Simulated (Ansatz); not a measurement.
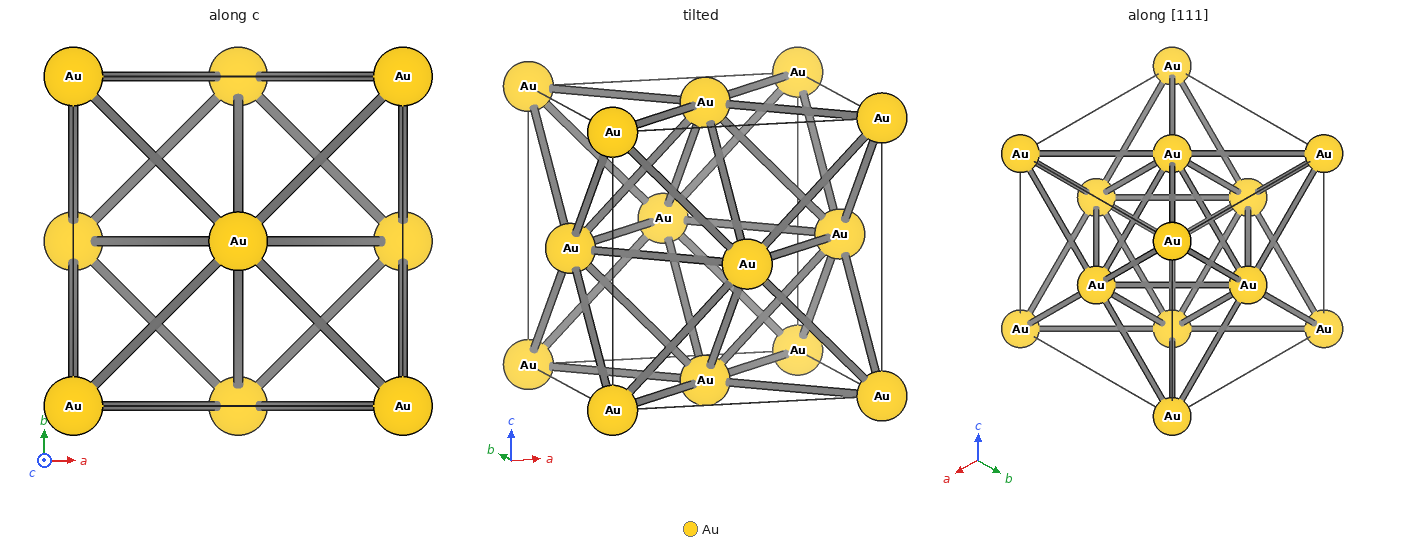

View along the c axis, slightly off an axis and along [111], drawn as a ball-and-stick model. Thin lines show the conventional unit cell, with boundary atoms drawn in all their periodic places.

The lattice constants are a = 4.15 Å, b = 4.15 Å, c = 4.15 Å, α = 90.00°, β = 90.00°, γ = 90.00°.

### How many atoms does the box hold, once sharing is allowed for?

4 (gold), counting shared atoms by their share.

### Which of the Bravais lattices applies?

Face-centred cubic.

### Is the bonded network molecular, chain-like, layered or three-dimensional?

The bonds build a three-dimensional framework.

The initial geometry was the standard structure of this element. Earlier steps of the study may have refined or changed the cell and positions. A calculation with Ansatz used it as input.
